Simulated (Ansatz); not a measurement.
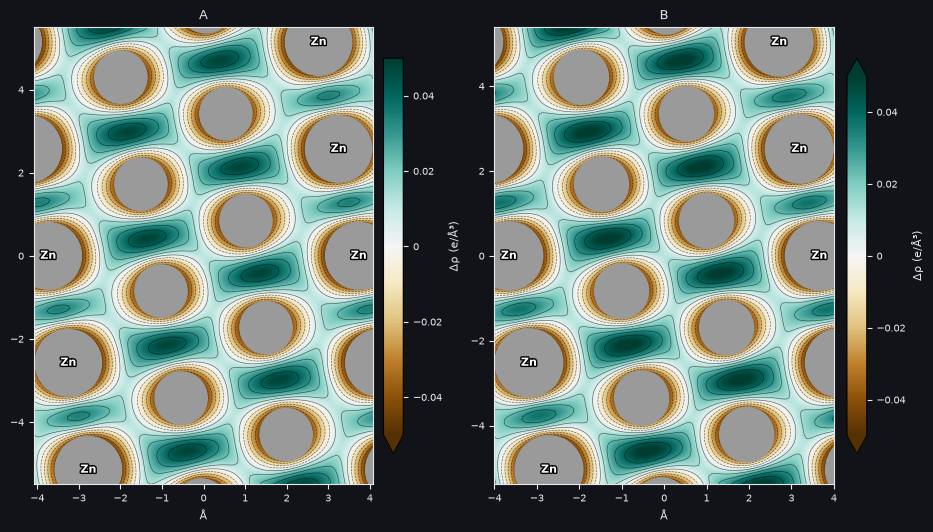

Zn: deformation density on the (110) plane of the conventional cell at two volumes, with the same fractional coordinates and one colour scale. Grey discs cover the cores. Panel B has 94 % of the volume of panel A.

Space group C2/m. This isn't the usual form at ambient conditions. The cell comes from a database of computed structures, not from a measurement.

Level of theory: Ansatz 0.2.0, DFT PBE, scalar-relativistic, plane waves, PAW.

> What changes between the database cell and the scaled one?

From A to B, Zn–Zn goes from 2.62 to 2.56 Å, and Δρ at its midpoint from +0.035 to +0.038 e/Å³.
- The pressure is 4 GPa in A and 11 GPa in B.
- The rearranged charge is 0.17 e an atom in A and 0.17 e in B.
